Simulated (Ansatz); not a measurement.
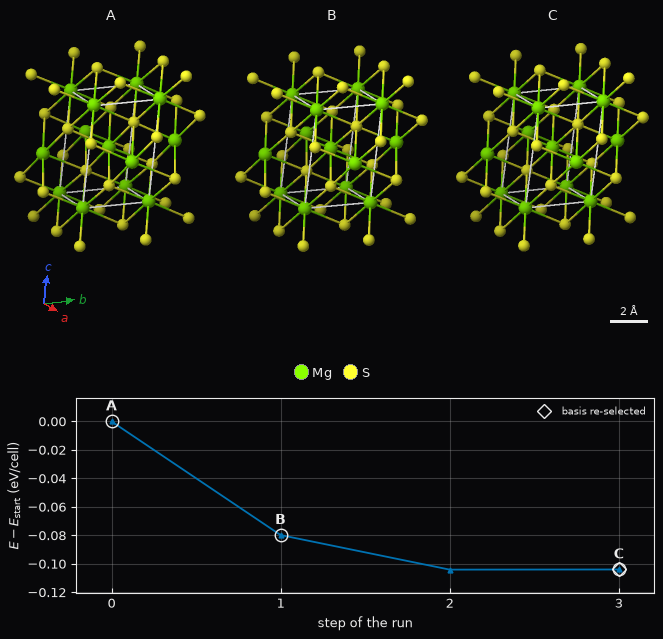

Frames of a relaxation of a crystal of MgS (set up in P1) (coarse preliminary run), marked on the history of the run. The picture is a ball-and-stick view of the cell of the calculation, reduced to other axes, seen slightly off an axis. Lengths and directions refer to the drawn axes.

These are results of Ansatz, DFT PBE, scalar-relativistic, plane waves, PAW, not measurements. Set-up: plane-wave cutoff 420 eV; k-point mesh 6 × 6 × 6; occupations gaussian; smearing width 0.1 eV; no spin polarisation; cell and atoms relaxed; force threshold 0.025 eV/Å; at most 60 steps.

What happens along the run?

Over 2 accepted moves (3 points after the start) the energy falls by 0.104 eV per cell of the calculation. Largest force component: 0.26 eV/Å at the start, 0.0059 eV/Å at the end. Pressure: −2.70 GPa at the start and −0.02 GPa at the end. At 1 point the geometry stayed and the basis and grid were re-selected for the new cell (energy shift of 0.1 meV per cell of the calculation at most each time). The atom that moves furthest relative to the cell is an S atom (0.12 Å along +a). By element the largest moves are S 0.12 Å, Mg 0.07 Å. The drawn cell changes as follows: a 3.681 → 3.703 Å (+0.6 %), b 3.735 → 3.701 Å (−0.9 %), c 6.529 → 6.404 Å (−1.9 %), α 74.9° → 73.1°, β 74.2° → 73.2°, γ 61.7° → 59.9°; the volume changes by −4.8 %. Near-neighbour distances that change, for instance: Mg–S 2.826 → 2.615 Å, Mg–S 2.801 → 2.617 Å, Mg–S 2.723 → 2.614 Å, Mg–S 2.534 → 2.617 Å. Among the angles between lasting bonds that change: Mg–S–Mg 97.2° → 90.0°, Mg–S–Mg 173.8° → 179.9°, S–Mg–S 95.3° → 90.1°. Within 0.06 Å the space group is P1 at the start and Fm-3m at the end; at a tighter tolerance small leftover displacements or strains of the cell lower it. From step 0 to 1: an S atom moves most (0.07 Å), volume −5.0 %, energy −79.8 meV per cell of the calculation. From step 1 to 3: an S atom moves most (0.05 Å), volume +0.2 %, energy −24.2 meV per cell of the calculation.
